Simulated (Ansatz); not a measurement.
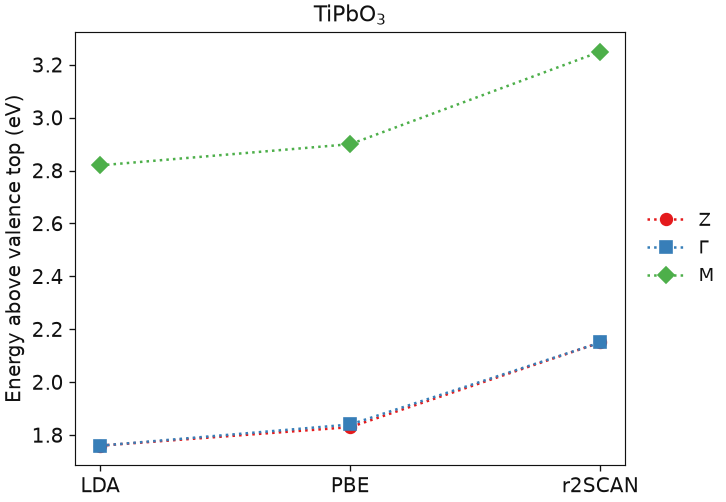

Lowest conduction level at each named k point, counted from the valence-band top at X, by several methods on one cell of TiPbO3, space group P4mm (No. 99), 5 atoms in the cell, relaxed with r2SCAN; a = 3.843 Å, c = 4.483 Å (tetragonal axes). All runs are without spin-orbit coupling and carry no moments. The cell is at 4 GPa in PBE.

```
method  program  Z (eV)  Γ (eV)  M (eV)
   LDA   Ansatz    1.76    1.76    2.82
   PBE   Ansatz    1.83    1.84    2.90
r2SCAN   Ansatz    2.15    2.15    3.25
```

### One method is left out: HSE06. Predict its row. It was run as: HSE06, Ansatz PAW set, 4×4×4 k mesh, 420 eV cutoff, fixed occupations (Ansatz 0.2.0).

Exact exchange opens the gap over the semilocal values shown, the highest of which is 2.15 eV (r2SCAN) at Z. HSE06 gives 3.06 eV at Z, 3.07 eV at Γ and 4.14 eV at M, which is +1.23 eV from PBE at Z.

### Does HSE06 shift these levels rigidly from PBE?

The shifts are +1.23 eV at Z, +1.23 eV at Γ and +1.24 eV at M, and at points that aren't plotted +1.00 eV (X), +1.32 eV (R) and +1.23 eV (A): over the named points that both runs hold, a spread of 0.32 eV on a mean of 1.21 eV, so one shift describes them only roughly.

### How do the methods rank at Z?

From low to high: LDA 1.76, PBE 1.83, r2SCAN 2.15, HSE06 3.06 eV.

Settings. LDA: Ansatz PAW set, 6×6×6 k mesh, 420 eV cutoff, fixed occupations (Ansatz 0.2.0). PBE: Ansatz PAW set, 6×6×6 k mesh, 420 eV cutoff, Fermi-Dirac smearing of 0.02 eV (Ansatz). r2SCAN: Ansatz PAW set, 6×6×6 k mesh, 500 eV cutoff, fixed occupations (Ansatz).

These are four of the 7 methods that were run on this cell. Spin-orbit coupling is left out, which matters for Pb. LDA, r2SCAN and HSE06: the PAW data sets were made with another functional. HSE06: the k mesh is thin for exact exchange.
